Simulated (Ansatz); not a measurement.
System: Re.

```
Re
1.0
     3.92915    0.00000    0.00000
     0.00000    3.92915    0.00000
     0.00000    0.00000    3.92915
Re
4
Direct
  0.00000 0.00000 0.00000
  0.50000 0.50000 0.00000
  0.50000 0.00000 0.50000
  0.00000 0.50000 0.50000
```

Space group Fm-3m.

Level of theory: Kohn-Sham DFT of a periodic cell, RPBE, Ansatz PAW in Ansatz.

**Predict the valence pseudo-density and electron localisation function between the atoms.**

Re–Re (2.78 Å): ρ is about 0.41 e/Å³ halfway; the ELF is about 0.40 at the midpoint.

**Does the calculation make it a metal, or give it a gap?**

It is gapless in this calculation (a metal or semimetal).

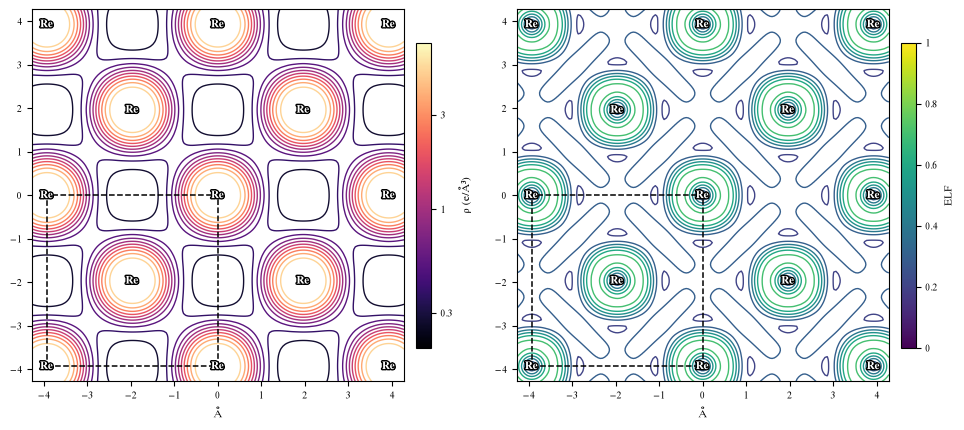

Computed valence pseudo-density and electron localisation function on the (100) plane of the conventional cell, in this order. 
